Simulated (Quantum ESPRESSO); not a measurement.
# GaN: 7 runs along one coordinate

System: GaN (F-43m, 2 atoms in the cell).
Method: Kohn-Sham DFT of a periodic cell, vdW-DF, PseudoDojo 0.4.1 SR PBE standard, no spin polarisation (Quantum ESPRESSO 7.5).

The 7 runs differ only in the geometry, by an even scaling of the cell at fixed fractional positions. The structure derives from a Materials Project entry.

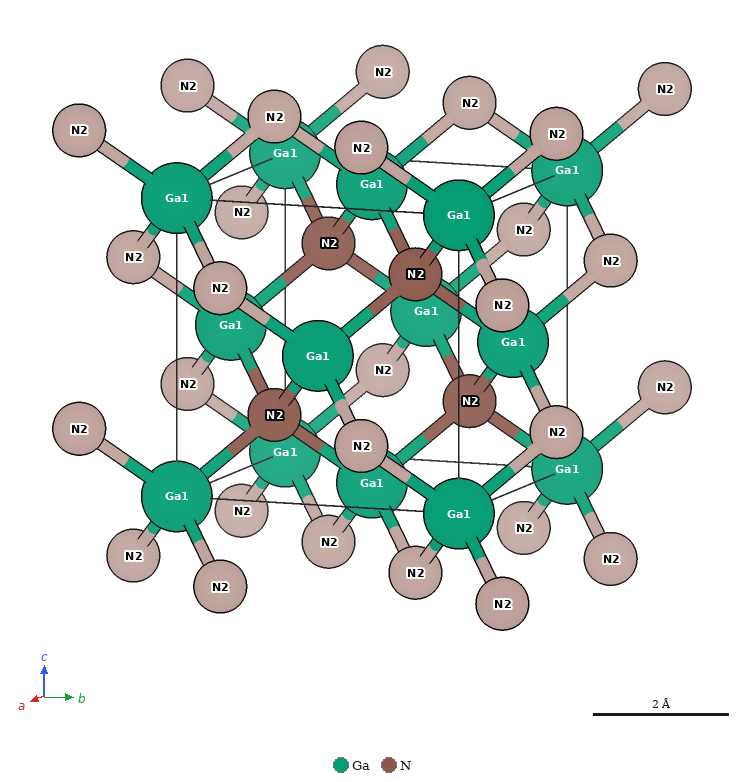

Figure 1. The structure of run 4 (ball-and-stick view of the cell 4 times as large as that of the calculation, set on its symmetry axes, seen slightly off an axis; neighbours outside the cell are drawn fainter; atoms are numbered from 1 in the order of the input).

## Input of run 4
```
&CONTROL
  calculation = 'scf'
  prefix = 'pwscf'
  outdir = './tmp'
  pseudo_dir = './pseudo'
  tprnfor = .true.
  tstress = .true.
  disk_io = 'low'
/
&SYSTEM
  ibrav = 0
  nat = 2
  ntyp = 2
  ecutwfc = 84
  nbnd = 15
  input_dft = 'vdw-df'
  occupations = 'smearing'
  smearing = 'fd'
  degauss = 0.00367493
/
&ELECTRONS
  conv_thr = 4d-10
  electron_maxstep = 120
  mixing_beta = 0.5
/
ATOMIC_SPECIES
Ga    69.7230 Ga.upf
N     14.0070 N.upf
CELL_PARAMETERS angstrom
   0.0000000000    2.2535006075    2.2535006075
   2.2535006075    0.0000000000    2.2535006075
   2.2535006075    2.2535006075    0.0000000000
ATOMIC_POSITIONS crystal
Ga     0.0000000000    0.0000000000    0.0000000000
N      0.2500000000    0.2500000000    0.2500000000
K_POINTS automatic
10 10 10 0 0 0
```

## File bands.in of run 4
```
&CONTROL
  calculation = 'bands'
  prefix = 'pwscf'
  outdir = './tmp'
  pseudo_dir = './pseudo'
  disk_io = 'low'
  verbosity = 'high'
/
&SYSTEM
  ibrav = 0
  nat = 2
  ntyp = 2
  ecutwfc = 84
  nbnd = 15
  input_dft = 'vdw-df'
  occupations = 'smearing'
  smearing = 'fd'
  degauss = 0.00367493
/
&ELECTRONS
  conv_thr = 1d-08
  electron_maxstep = 120
  mixing_beta = 0.5
  diago_full_acc = .true.
/
ATOMIC_SPECIES
Ga    69.7230 Ga.upf
N     14.0070 N.upf
CELL_PARAMETERS angstrom
   0.0000000000    2.2535006075    2.2535006075
   2.2535006075    0.0000000000    2.2535006075
   2.2535006075    2.2535006075    0.0000000000
ATOMIC_POSITIONS crystal
Ga     0.0000000000    0.0000000000    0.0000000000
N      0.2500000000    0.2500000000    0.2500000000
K_POINTS crystal
60
 0.0000000000  0.0000000000  0.0000000000 1
 0.0625000000  0.0000000000  0.0625000000 1
 0.1250000000  0.0000000000  0.1250000000 1
 0.1875000000  0.0000000000  0.1875000000 1
 0.2500000000  0.0000000000  0.2500000000 1
 0.3125000000  0.0000000000  0.3125000000 1
 0.3750000000  0.0000000000  0.3750000000 1
 0.4375000000  0.0000000000  0.4375000000 1
 0.5000000000  0.0000000000  0.5000000000 1
 0.5000000000  0.0625000000  0.5625000000 1
 0.5000000000  0.1250000000  0.6250000000 1
 0.5000000000  0.1875000000  0.6875000000 1
 0.5000000000  0.2500000000  0.7500000000 1
 0.4375000000  0.3125000000  0.7500000000 1
 0.3750000000  0.3750000000  0.7500000000 1
 0.3375000000  0.3375000000  0.6750000000 1
 0.3000000000  0.3000000000  0.6000000000 1
 0.2625000000  0.2625000000  0.5250000000 1
 0.2250000000  0.2250000000  0.4500000000 1
 0.1875000000  0.1875000000  0.3750000000 1
 0.1500000000  0.1500000000  0.3000000000 1
 0.1125000000  0.1125000000  0.2250000000 1
 0.0750000000  0.0750000000  0.1500000000 1
 0.0375000000  0.0375000000  0.0750000000 1
 0.0000000000  0.0000000000  0.0000000000 1
 0.0625000000  0.0625000000  0.0625000000 1
 0.1250000000  0.1250000000  0.1250000000 1
 0.1875000000  0.1875000000  0.1875000000 1
 0.2500000000  0.2500000000  0.2500000000 1
 0.3125000000  0.3125000000  0.3125000000 1
 0.3750000000  0.3750000000  0.3750000000 1
 0.4375000000  0.4375000000  0.4375000000 1
 0.5000000000  0.5000000000  0.5000000000 1
 0.5250000000  0.4500000000  0.5250000000 1
 0.5500000000  0.4000000000  0.5500000000 1
 0.5750000000  0.3500000000  0.5750000000 1
 0.6000000000  0.3000000000  0.6000000000 1
 0.6250000000  0.2500000000  0.6250000000 1
 0.5833333333  0.2500000000  0.6666666667 1
 0.5416666667  0.2500000000  0.7083333333 1
 0.5000000000  0.2500000000  0.7500000000 1
 0.5000000000  0.2857142857  0.7142857143 1
 0.5000000000  0.3214285714  0.6785714286 1
 0.5000000000  0.3571428571  0.6428571429 1
 0.5000000000  0.3928571429  0.6071428571 1
 0.5000000000  0.4285714286  0.5714285714 1
 0.5000000000  0.4642857143  0.5357142857 1
 0.5000000000  0.5000000000  0.5000000000 1
 0.4821428571  0.4821428571  0.5357142857 1
 0.4642857143  0.4642857143  0.5714285714 1
 0.4464285714  0.4464285714  0.6071428571 1
 0.4285714286  0.4285714286  0.6428571429 1
 0.4107142857  0.4107142857  0.6785714286 1
 0.3928571429  0.3928571429  0.7142857143 1
 0.3750000000  0.3750000000  0.7500000000 1
 0.6250000000  0.2500000000  0.6250000000 1
 0.5937500000  0.1875000000  0.5937500000 1
 0.5625000000  0.1250000000  0.5625000000 1
 0.5312500000  0.0625000000  0.5312500000 1
 0.5000000000  0.0000000000  0.5000000000 1
```

Command:
```bash
OMP_NUM_THREADS=1 pw.x -in pw.in > pw.out
OMP_NUM_THREADS=1 pw.x -in bands.in > bands.out
```

Lattice vectors (Å) and fractional positions of run 4:
```
   0.000000    2.253501    2.253501
   2.253501    0.000000    2.253501
   2.253501    2.253501    0.000000
Ga  0.000000  0.000000  0.000000
N   0.250000  0.250000  0.250000
```

Run 3 has the same physical settings and fractional positions; its lattice vectors (Å) are:
```
   0.000000    2.238376    2.238376
   2.238376    0.000000    2.238376
   2.238376    2.238376    0.000000
```

## Results, with one run withheld

| run | volume per atom (Å³) | free energy per atom, from the lowest run given (meV) | pressure (GPa) | gap on the mesh (eV) |
| --- | --- | --- | --- | --- |
| 1 | 10.757 | 89.05 | 23.88 | 2.30 |
| 2 | 10.986 | 58.69 | 18.68 | 2.16 |
| 3 | 11.215 | ? | ? | ? |
| 4 | 11.444 | 18.50 | 9.74 | 1.88 |
| 5 | 11.673 | 7.33 | 5.93 | 1.75 |
| 6 | 11.902 | 1.33 | 2.49 | 1.61 |
| 7 | 12.131 | 0.00 | −0.61 | 1.48 |

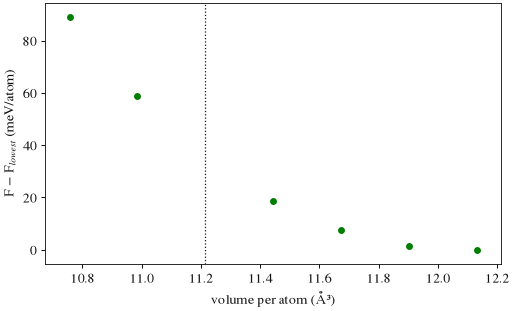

Figure 2. Free energy per atom of the runs given; the dotted line marks run 3.

What should run 3 give?

A cubic polynomial in V^(−2/3) (the Birch–Murnaghan form), fitted to the 6 runs given, misses them by under 0.01 meV per atom. With x = V^(−2/3) − 0.19668 Å⁻², it reads F = 17.268 + 5126.6 x + 3.8145e+05 x² + 4.1344e+05 x³ (meV per atom). At run 3 it gives 35.41 meV per atom, and the run itself gives 35.41. The slope of the fit gives a pressure −dF/dV of 13.98 GPa there, and the run prints 13.98 GPa. The fit has its minimum at 12.085 Å³ per atom, where V d²F/dV² gives 158 GPa: the bulk modulus at this level, since symmetry fixes the shape and the positions. The gap on the mesh goes, without turning, from 2.30 eV in run 1 to 1.48 eV in run 7; run 3 has 2.02 eV. These are gaps of this functional on this mesh, which can miss the band edges; they aren't the measured gap.

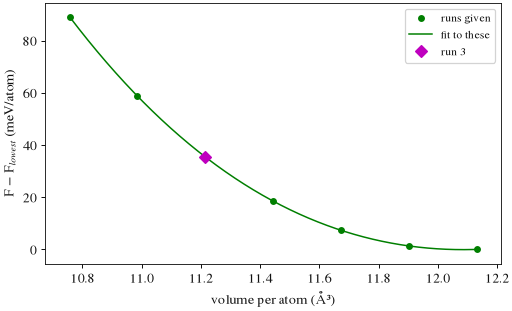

Figure 3. The fit and the withheld run.

## Some lines of the output (run 3)
```
[...]
     number of k points=    47  Fermi-Dirac smearing, width (Ry)=  0.0037
     total energy              =    -174.22472946 Ry
     total energy              =    -174.40195082 Ry
     total energy              =    -174.42172954 Ry
     total energy              =    -174.42205722 Ry
     total energy              =    -174.42206852 Ry
     total energy              =    -174.42207789 Ry
     total energy              =    -174.42207767 Ry
     total energy              =    -174.42207769 Ry
     the Fermi energy is    11.9872 ev
!    total energy              =    -174.42207772 Ry
     The total energy is F=E-TS. E is the sum of the following terms:
     Computing stress (Cartesian axis) and pressure
          total   stress  (Ry/bohr**3)                   (kbar)     P=      139.85
```

Notes: The record of the run, not the program, notes: potentials made for another functional. Notes on the run: negative rho. Points of doubt noted for this run: potentials made for another functional.
